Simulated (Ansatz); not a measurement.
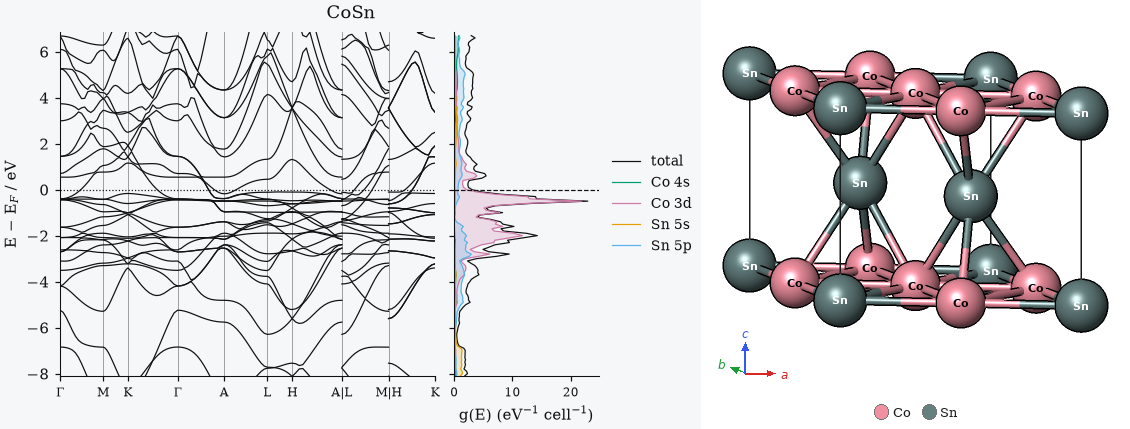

Write a caption that states what the plot shows.

Band structure and density of states of CoSn, space group P6/mmm (No. 191), 6 atoms in the cell, beside the structure. Ansatz 0.2.0; DFT PBEsol, scalar-relativistic, plane waves, PAW, no spin polarisation, 12×12×8 k mesh, 420 eV cutoff, Gaussian smearing of 0.1 eV. Energies are counted from the Fermi level. The partial curves are projected on Löwdin-orthogonalised atomic shells.

A metal: 4 bands cross the Fermi level along this path. At Γ the nearest levels lie 0.40 eV below and 0.54 eV above the Fermi level. The density of states at the Fermi level isn't well fixed here: it changes fast, and within 0.3 eV it runs from 2.3 to 14 per eV and cell. Over the range shown, the centre of the Co 3d weight lies 1.0 eV below the Fermi level, and about 80 % of the shell is filled.

The run has no spin polarisation, so a magnetic state may lie lower.
